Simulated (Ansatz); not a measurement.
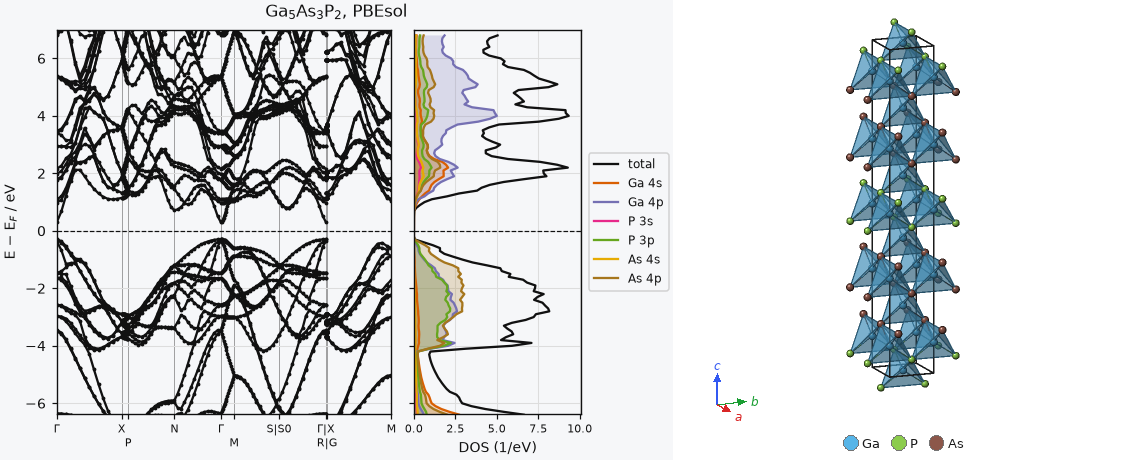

Band structure and density of states, beside the structure. Energies are counted from the Fermi level. The partial curves are projected on Löwdin-orthogonalised atomic shells.

Calculation on Ga5As3P2, space group I-4m2, 10 atoms in the cell.

Ansatz; DFT PBEsol, scalar-relativistic, plane waves, PAW, no spin polarisation, 10×10×10 k mesh, 420 eV cutoff.

Metal, semiconductor or insulator, and what is the gap?

A semiconductor. The gap along this path is 0.58 eV and direct: both edges lie at Γ.

How much do the top valence band and the lowest conduction band disperse along the path?

The top valence band spans 2.7 eV and the lowest conduction band 2.2 eV.

What is the character of the states on either side of the gap?

By projected weight, the top eV of the valence band is As 4p (55 %), P 3p (20 %) and Ga 4p (20 %); the bottom eV of the conduction band is Ga 4s (30 %) and Ga 4p (30 %).

What are the direct gaps at X, Γ and N?

The direct gaps are 4.04 eV at X, 0.58 eV at Γ and 1.92 eV at N.

The structure is an invented one, so it need not be a known or stable phase.
